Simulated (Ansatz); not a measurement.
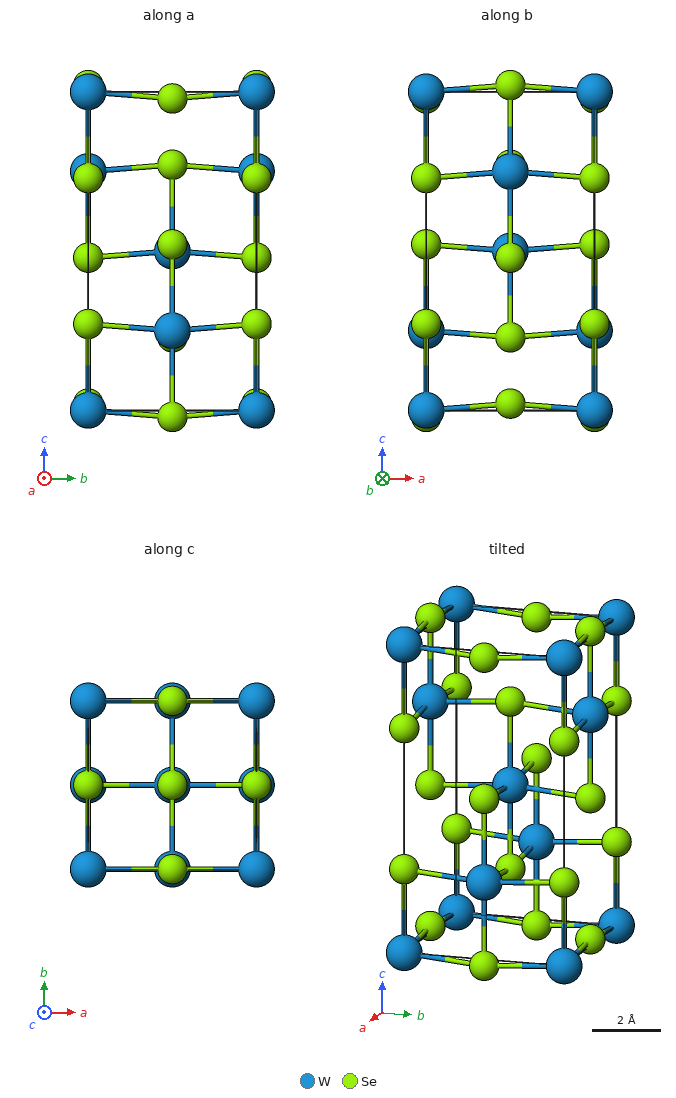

Ball-and-stick representation of a periodic structure, projected along the a axis, along the b axis, along the c axis and slightly off an axis. Lines trace the edges of the conventional unit cell.

Lattice parameters: a = 5.001 Å, b = 5.001 Å, c = 9.464 Å, α = 90.00°, β = 90.00°, γ = 90.00°.

**Convert the drawing into a table of Wyckoff sites, with free fractional coordinates to two decimals.**

Space group I4_1/amd:1 (No. 141).
```tsv
atom	site	x	y	z
W	4a	0.00	0.50	0.25
Se	8e	0.50	0.00	0.48
```

It goes back to a structure type filled with these elements by a generator (whether the compound takes this form wasn't checked). The geometry was optimised with DFT, r2SCAN+rVV10, plane waves, PAW in Ansatz.
